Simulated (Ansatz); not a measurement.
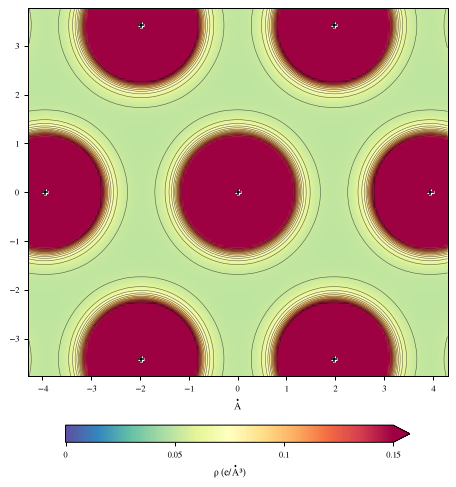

The valence charge density (pseudo) on a plane through atoms (crosses mark nuclei in the plane).

Computed with Ansatz, DFT, PBEsol, PAW with Ansatz's default frozen-core files, scalar-relativistic.

Candidates:
A. Ge, a = 3.98 Å, b = 3.98 Å, c = 9.90 Å, α = 90.00°, β = 90.00°, γ = 120.00°. Space group R-3m; changed on purpose from its base cell (equal xy, yz and zx shear strains of +1 %, PAW files).
B. Ca, a = 5.59 Å, b = 5.59 Å, c = 5.59 Å, α = 90.00°, β = 90.00°, γ = 90.00°. Space group Fm-3m.
C. Ti, a = 2.91 Å, b = 2.95 Å, c = 4.69 Å, α = 88.29°, β = 87.64°, γ = 61.28°. Space group P-1; changed on purpose from its base cell (equal xy, yz and zx shear strains of -3 %, PAW files); computed pressure about −6 GPa in this cell; computed without spin polarisation.

Which candidate gave the map?

Answer. Candidate B: Ca on the (111) plane of the conventional cell, which holds Ca. Ca–Ca (3.95 Å): ρ at the midpoint is about 0.05 e/Å³.
